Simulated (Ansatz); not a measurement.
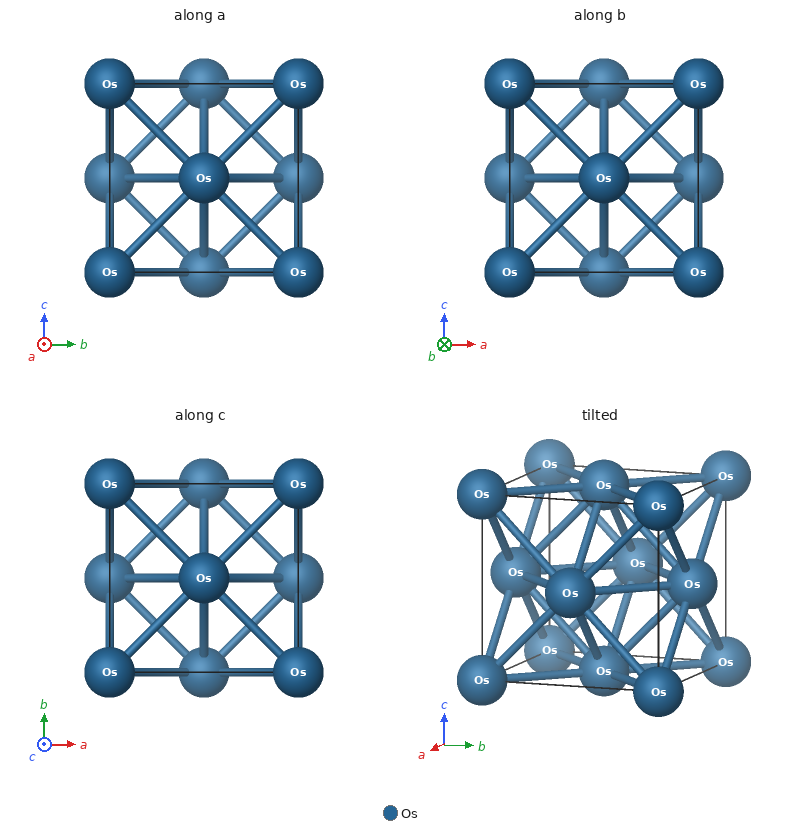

Ball-and-stick drawing of the structure, looking along the a axis, along the b axis, along the c axis and slightly off an axis. One conventional unit cell is framed, with atoms on its boundary repeated.

Lattice parameters: a = 3.765 Å, b = 3.765 Å, c = 3.765 Å, α = 90.00°, β = 90.00°, γ = 90.00°. Put a along x and b in the xy plane.

Express the structure as a POSCAR file.

```
Os
1.0
     3.765    0.000    0.000
     0.000    3.765    0.000
     0.000    0.000    3.765
Os
4
Direct
  0.0000 0.0000 0.0000
  0.0000 0.5000 0.5000
  0.5000 0.0000 0.5000
  0.5000 0.5000 0.0000
```

The structure comes from a structure type filled with this element by a generator (whether the element takes this form wasn't checked). Earlier steps of the study may have refined or changed the cell and positions. It was run through Ansatz as a DFT input.

At this level of theory the cell isn't at rest (compressed, at 38 GPa), so its distances can differ from those at equilibrium, the more so the softer the solid.
